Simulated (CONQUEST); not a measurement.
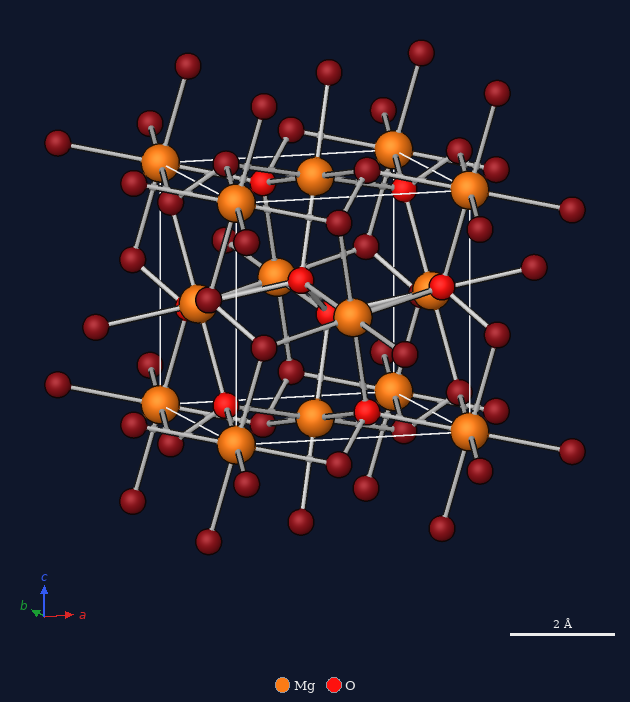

*The input geometry (ball-and-stick view of the cell of the calculation, seen slightly off an axis; neighbours outside the cell are drawn fainter).*

**Run report: MgO2, single-point calculation at one volume of an equation of state**

The run: single-point calculation at one volume of an equation of state of MgO2 (Pa-3, 12 atoms in the cell). Method and program: Kohn-Sham DFT of a periodic cell, LDA, PseudoDojo NC LDA, no spin polarisation (CONQUEST 1.3).

The structure derives from a Materials Project entry. It belongs to a series of runs on one base structure; here: volume scaled by 0.96.

## Input file
```
IO.Title MgO2
IO.Coordinates coords.dat
IO.FractionalAtomicCoords T
IO.Iprint 2
IO.Iprint_init 1
General.NumberOfSpecies 2
General.PseudopotentialType hamann
AtomMove.TypeOfRun static
AtomMove.FullStress T
Grid.PointsAlongX 60
Grid.PointsAlongY 60
Grid.PointsAlongZ 60
DM.SolutionMethod diagon
Diag.MPMesh T
Diag.GammaCentred T
Diag.MPMeshX 5
Diag.MPMeshY 5
Diag.MPMeshZ 5
Diag.kT 0.00183747
minE.SCTolerance 1e-6
SC.MaxIters 100
IO.AtomChargeOutput T
%block ChemicalSpeciesLabel
1 24.310 Mg
2 16.000 O
%endblock
```

Hardware: 1 thread of AMD EPYC (Zen 5), 16 GiB of memory available, shared host.

Launched with:
```bash
Conquest
```

## The program's output
```
Simulation cell dimensions:     9.0014 a0 x     9.0014 a0 x     9.0014 a0

      Atomic coordinates (a0)
         Atom         X         Y         Z  Species
            1    0.0000    0.0000    0.0000        1
            2    4.5007    0.0000    4.5007        1
            3    0.0000    4.5007    4.5007        1
            4    4.5007    4.5007    0.0000        1
            5    0.8049    8.1965    3.6958        2
            6    5.3057    0.8049    0.8049        2
            7    8.1965    5.3057    8.1965        2
            8    3.6958    3.6958    5.3057        2
            9    5.3057    5.3057    3.6958        2
           10    0.8049    3.6958    0.8049        2
           11    3.6958    8.1965    8.1965        2
           12    8.1965    0.8049    5.3057        2

         Monkhorst-Pack mesh:   5 x   5 x   5 gamma-centred
        This calculation includes non-local pseudopotentials,
         with a maximum core radius of      9.03060065

    Job title: MgO2
    Job to be run: static calculation

    Ground state search:
      Support functions represented with PAO basis
      1:1 PAO to SF mapping
      Non-spin-polarised electrons
      Solving for the K matrix using diagonalisation
      Using Fermi-Dirac smearing

    Integration grid size:     60 x   60 x   60

    Integration grid spacing:  0.150 a0 x 0.150 a0 x 0.150 a0

    Number of species:  2
    --------------------------------------------------------
    |   #  mass (au)  Charge (e)  SF Rad (a0)  NSF  Label  |
    --------------------------------------------------------
    |   1     24.310      10.000        9.301    9  Mg     |
    |   2     16.000       6.000        5.101   13  O      |
    --------------------------------------------------------
          SCF tolerance:                 0.00000100
          SCF iterations:               100

    LibXC version:  6. 2. 2
    Using the LDA functional Slater exchange
    Using the LDA functional Perdew & Wang

           radial cut-off to be used is taken to be max PAO cut-off radius for this species:    9.030601

           greatest ang. mom. for making density from PAOs:  1

           radial cut-off to be used is taken to be max PAO cut-off radius for this species:    4.856058

           greatest ang. mom. for making density from PAOs:  2
    Minimum blocs/proc is     3375. Maximum blocs/proc is     3375
    set_atom_dens: In set_atomic_density, electrons :      88.000000000000
 matrix_size & matrix_size_padH =          140         140

    Screened ion int: energy:    -284.037680899445 Ha

    new_SC_potl: Starting.  Tolerance:  0.10000E-05

    PulayMixSC: Starting Pulay mixing, A_up =  0.500 A_dn =  0.500
    PulayMixSC: Spin non-polarised calculation.
          Harris-Foulkes Energy            :      -369.383006646029742 Ha
          (TS=0 as O(N) or entropic contribution is negligible)
          DFT Total Energy                 :      -369.064308668601939 Ha
          Total number of electrons        :        88.000000000002274
    PulayMixSC: Pulay iteration     1 residual:              0.53919E-02
          Harris-Foulkes Energy            :      -369.212096590180067 Ha
          (TS=0 as O(N) or entropic contribution is negligible)
          DFT Total Energy                 :      -369.189883054127279 Ha
          Total number of electrons        :        88.000005018518067
    PulayMixSC: Pulay iteration     2 residual:              0.19644E-02
          Harris-Foulkes Energy            :      -369.196804700911230 Ha
          (TS=0 as O(N) or entropic contribution is negligible)
          DFT Total Energy                 :      -369.193991997177818 Ha
          Total number of electrons        :        88.000004430619029
    PulayMixSC: Pulay iteration     3 residual:              0.74514E-03
          Harris-Foulkes Energy            :      -369.194608188545430 Ha
          (TS=0 as O(N) or entropic contribution is negligible)
          DFT Total Energy                 :      -369.194542336624863 Ha
          Total number of electrons        :        88.000004589146826
    PulayMixSC: Pulay iteration     4 residual:              0.91291E-04
          Harris-Foulkes Energy            :      -369.194570765407263 Ha
          (TS=0 as O(N) or entropic contribution is negligible)
          DFT Total Energy                 :      -369.194570137889400 Ha
          Total number of electrons        :        88.000004318162283
    PulayMixSC: Pulay iteration     5 residual:              0.12931E-04
          Harris-Foulkes Energy            :      -369.194570228321595 Ha
          (TS=0 as O(N) or entropic contribution is negligible)
          DFT Total Energy                 :      -369.194570187622219 Ha
          Total number of electrons        :        88.000004159500861
    PulayMixSC: Pulay iteration     6 residual:              0.16480E-05
          Harris-Foulkes Energy            :      -369.194570209813946 Ha
          (TS=0 as O(N) or entropic contribution is negligible)
          DFT Total Energy                 :      -369.194570209122787 Ha
          Total number of electrons        :        88.000004153414437
    PulayMixSC: Pulay iteration     7 residual:              0.31065E-06
    PulayMixSC: Reached SCF tolerance of  0.31065E-06 after      7 iterations
      | Number of electrons      =        88.000004
      |* band energy as 2Tr[K.H] =       -98.309109645468709 Ha
      |  screened ion-ion energy =      -284.037680899445320 Ha
      |  Ha correction           =        -0.846079366259201 Ha
      |  XC correction           =        13.998297630191358 Ha
      |* Harris-Foulkes energy   =      -369.194570209813946 Ha
      |* DFT total energy        =      -369.194570209122787 Ha
      |  estimated accuracy      =        -0.000000000691159 Ha

    force: Forces on atoms (Ha/a0)
    force:  Atom   X              Y              Z
    force:     1  -0.0000000000  -0.0000000000   0.0000000000
    force:     2  -0.0000000000   0.0000000000  -0.0000000000
    force:     3   0.0000000000  -0.0000000000   0.0000000000
    force:     4  -0.0000000000  -0.0000000000  -0.0000000000
    force:     5  -0.0015104896   0.0015104896   0.0015104896
    force:     6  -0.0015104896  -0.0015104896  -0.0015104896
    force:     7   0.0015104896  -0.0015104896   0.0015104896
    force:     8   0.0015104896   0.0015104896  -0.0015104896
    force:     9  -0.0015104896  -0.0015104896   0.0015104896
    force:    10  -0.0015104896   0.0015104896  -0.0015104896
    force:    11   0.0015104896   0.0015104896   0.0015104896
    force:    12   0.0015104896  -0.0015104896  -0.0015104896

    force: Maximum force :        0.00151049(Ha/a0) on atom         7 in z direction
    force: Force Residual:        0.00213615 Ha/a0
    force: Total stress:         -4.74818146     0.00000000    -0.00000000 GPa
                             0.00000000    -4.74818146     0.00000000
                             0.00000000     0.00000000    -4.74818146
    force: Average pressure:      4.74818146 GPa

    force: Finished force
    get_E_and_F: Change in energy during last step of electronic optimisation:  0.18508E-07

    BIBLIOGRAPHY: Please consider citing the following references in the conquest.bib file

    CONQUEST:         Bowler2002pt, Miyazaki2004, Nakata2020
    Basis:            Bowler2019
    DM:               Bowler:2006xr
    Pseudopotentials: Hamann2013, Bowler2019
    XC references from LibXC:
      P. A. M. Dirac.,  Math. Proc. Cambridge Philos. Soc. 26, 376 (1930)
```

## File coords.dat
```
    9.0014325110     0.0000000000     0.0000000000
    0.0000000000     9.0014325110     0.0000000000
    0.0000000000     0.0000000000     9.0014325110
12
  0.0000000000   0.0000000000   0.0000000000 1 T T T
  0.5000000000   0.0000000000   0.5000000000 1 T T T
  0.0000000000   0.5000000000   0.5000000000 1 T T T
  0.5000000000   0.5000000000   0.0000000000 1 T T T
  0.0894244400   0.9105755600   0.4105755600 2 T T T
  0.5894244400   0.0894244400   0.0894244400 2 T T T
  0.9105755600   0.5894244400   0.9105755600 2 T T T
  0.4105755600   0.4105755600   0.5894244400 2 T T T
  0.5894244400   0.5894244400   0.4105755600 2 T T T
  0.0894244400   0.4105755600   0.0894244400 2 T T T
  0.4105755600   0.9105755600   0.9105755600 2 T T T
  0.9105755600   0.0894244400   0.5894244400 2 T T T
```

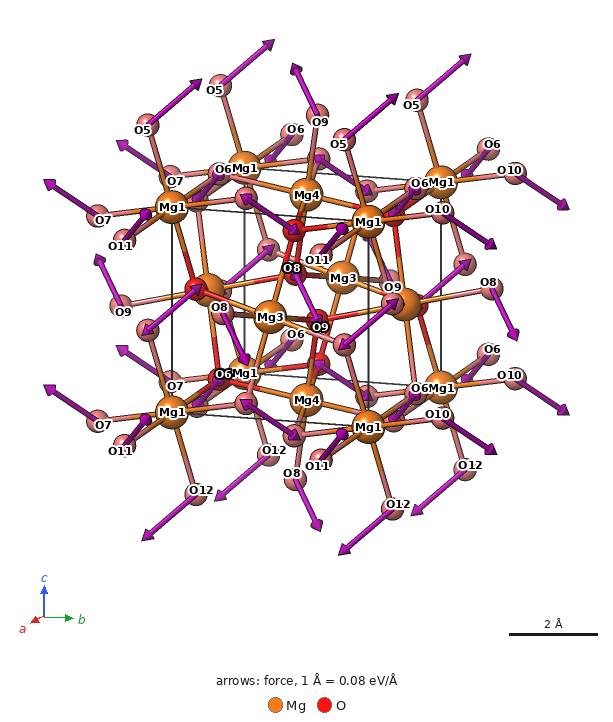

*Forces on the atoms as pink arrows (ball-and-stick view of the cell of the calculation, seen slightly off an axis; neighbours outside the cell are drawn fainter; atoms are numbered from 1 in the order of the input).*

The largest act on all 8 O atoms (0.13 eV/Å). The geometry is not a stationary point of this energy.

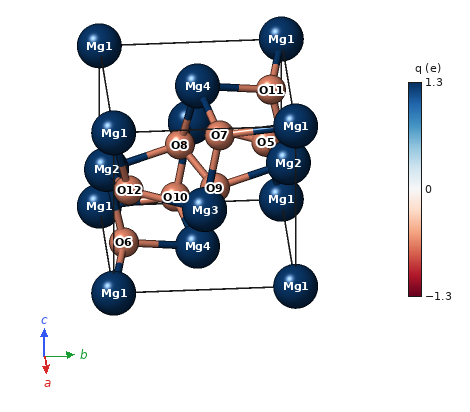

*Mulliken charges, as the colour of each atom (ball-and-stick view of the cell of the calculation, seen at an oblique angle; atoms are numbered from 1 in the order of the input).*

By element: Mg +1.25 and O −0.62 e.

## Summary

```tsv
quantity	value
outcome	converged
space group (tolerance 0.01 Å)	Pa-3 (205)
electrons treated	88
free energy	−10046.2960 eV
Fermi energy	−4.724 eV
gap on the k-point mesh	3.92 eV
pressure	4.75 GPa
largest force (length of the vector)	0.135 eV/Å
wall time	1.8 min
peak memory	2 GiB
```
